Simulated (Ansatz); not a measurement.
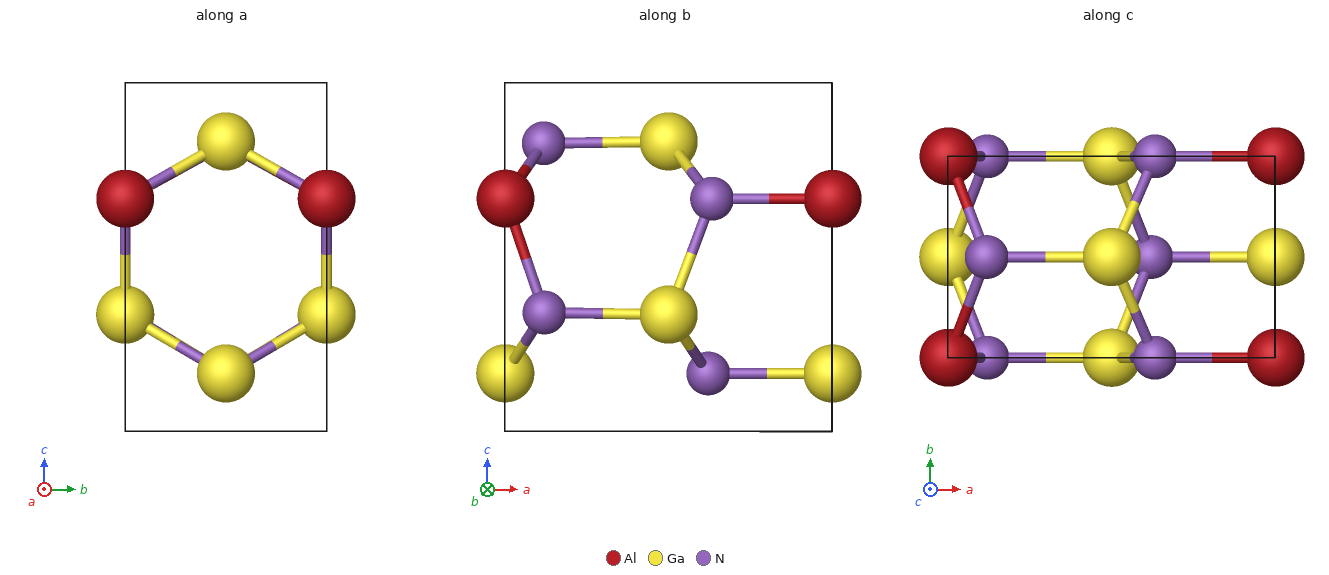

Crystal structure, ball-and-stick style, seen along the a axis, along the b axis and along the c axis. Lines trace the edges of the conventional unit cell.

Lattice parameters: a = 5.139 Å, b = 3.163 Å, c = 5.477 Å, α = 90.00°, β = 90.04°, γ = 90.00°.

Question: Convert the drawing into a table of Wyckoff sites, with free fractional coordinates to two decimals.

Answer: Space group Pm (No. 6).
```json
{"atom": "Al", "site": "1a", "x": "0.00", "y": "0.00", "z": "0.67"}
{"atom": "Ga", "site": "1b", "x": "0.00", "y": "0.50", "z": "0.17"}
{"atom": "Ga", "site": "1b", "x": "0.50", "y": "0.50", "z": "0.83"}
{"atom": "Ga", "site": "1a", "x": "0.50", "y": "0.00", "z": "0.34"}
{"atom": "N", "site": "1a", "x": "0.63", "y": "0.00", "z": "0.67"}
{"atom": "N", "site": "1b", "x": "0.62", "y": "0.50", "z": "0.17"}
{"atom": "N", "site": "1b", "x": "0.12", "y": "0.50", "z": "0.83"}
{"atom": "N", "site": "1a", "x": "0.12", "y": "0.00", "z": "0.34"}
```

Starting structure: a structure type filled with these elements by a generator (whether the compound takes this form wasn't checked). Earlier steps of the study may have refined or changed the cell and positions. It was run through Ansatz as a DFT input.
